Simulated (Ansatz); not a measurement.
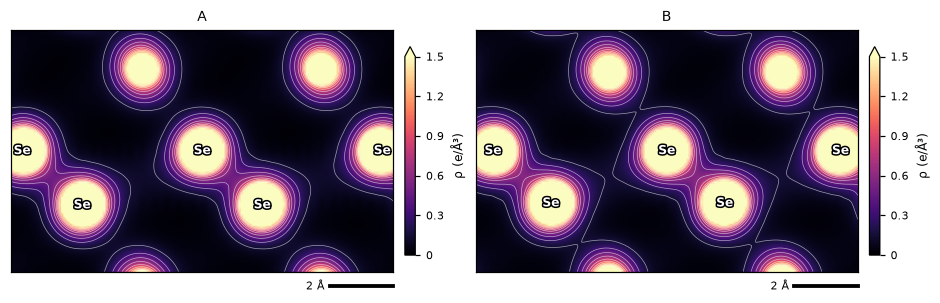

Se. The valence electron density of two cells that differ in size, on the (110) plane of each (indices in the axes of the calculation cell), at one length scale and on one colour scale; one has 23.2 and the other 25.8 Å³ an atom.

Computed with DFT PBE+D3(BJ), scalar-relativistic, plane waves, PAW in Ansatz 0.2.0.

The density is the valence pseudo-density of a PAW calculation; it isn't the true density close to the nuclei.

> Which panel shows the smaller cell, and what does the compression change?

Panel B is the smaller cell, by 10 % in volume. From the larger cell to the smaller, Se–Se goes from 2.54 to 2.45 Å, and the density at its midpoint from 0.49 to 0.57 e/Å³; the pressure goes from −5 to 0.9 GPa.
